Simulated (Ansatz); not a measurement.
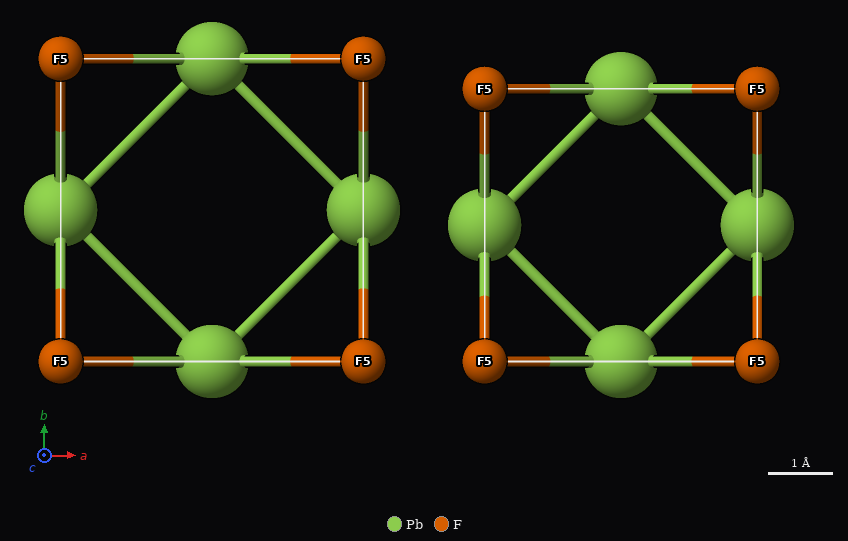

Two geometries of a crystal of Pb₄F (a generated structure, set up in P4/mmm) (coarse preliminary run), drawn at one scale. One is the start of a relaxation, the other its converged end. The picture is a ball-and-stick view of the cell of the calculation, seen along the c axis.

All numbers below come from Ansatz 0.2.0, DFT PBE, scalar-relativistic, plane waves, PAW. Set-up: plane-wave cutoff 420 eV; k-point mesh 4 × 4 × 4; occupations gaussian; smearing width 0.1 eV; no spin polarisation; cell and atoms relaxed; force threshold 0.04 eV/Å; at most 70 steps.

**Which of the two is the end point?**

The left one is the relaxed one. The energy falls by 1.782 eV per cell of the calculation in 5 accepted moves (7 points after the start). The largest force component goes from 0.61 to 0.0028 eV/Å. The pressure goes from 20.87 to 0.04 GPa. The SCF was repeated twice at an unchanged geometry on a basis and grid sized afresh for the cell, which shifted the energy by 93.4 meV per cell of the calculation at most. The largest moves relative to the cell, 0.018 Å, are those of Pb atoms. F stays in place. The drawn cell changes as follows: a = b 4.282 → 4.754 Å (+11.0 %), c 6.055 → 6.468 Å (+6.8 %); the volume changes by +31.6 %. Some distances before and after: Pb–Pb 3.028 → 3.361 Å, F–Pb 2.622 → 2.885 Å, Pb–Pb 3.028 → 3.270 Å, Pb–Pb 3.028 → 3.198 Å. The space group stays P4/mmm (No. 123). Cost: 52 s on 1 thread of Intel(R) Xeon(R) Platinum 8488C (Sapphire Rapids) (shared host), peak memory 0.47 GiB.
